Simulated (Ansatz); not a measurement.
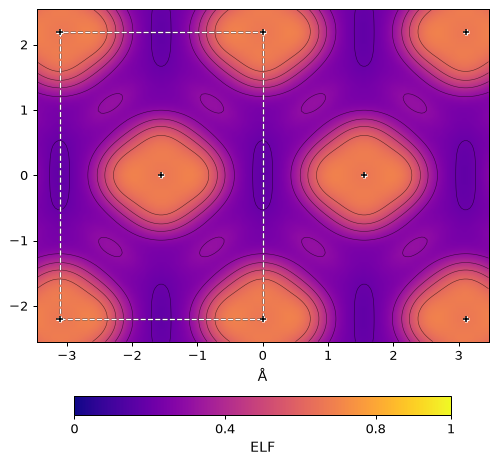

The electron localisation function on a plane through atoms (crosses mark nuclei in the plane).

Theory: Ansatz 0.2.0, DFT PBEsol, scalar-relativistic, plane waves, PAW.

Candidates:
A. Zr3O, a = 5.58 Å, b = 5.58 Å, c = 5.16 Å, α = 90.00°, β = 90.00°, γ = 120.00°. Space group P6₃22.
B. Pt, a = 3.11 Å, b = 3.11 Å, c = 3.11 Å, α = 90.00°, β = 90.00°, γ = 90.00°. Space group Im-3m; computed pressure about 4 GPa in this cell.
C. Ta2C, a = 3.05 Å, b = 3.05 Å, c = 5.08 Å, α = 90.00°, β = 90.00°, γ = 120.00°. Space group P-3m1.

Which candidate gave the map?

Answer. Candidate B: Pt on the (101̄) plane of the conventional cell, which holds Pt. Pt–Pt (2.69 Å): the ELF is about 0.30 at the midpoint (no localised pair shows between them).
